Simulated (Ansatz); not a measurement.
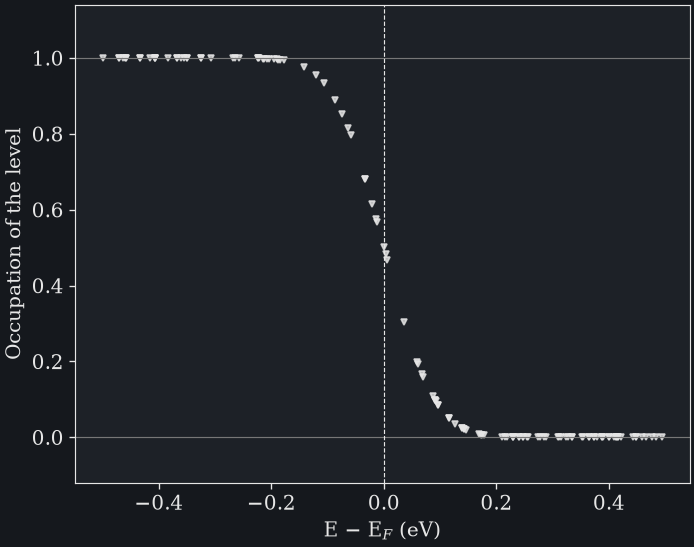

Occupations of the one-electron levels of the k mesh against their energy, from a run on Rh, space group P6_3/mmc, 2 atoms in the cell, with Ansatz.

### Which smearing scheme was used (Fermi-Dirac, Gaussian, Methfessel-Paxton or cold), and about what width?

Gaussian smearing with a width of 0.1 eV. The occupations stay between 0 and 1 and die off fast, as an error function; the slope at the Fermi level is 1/(√π × width).
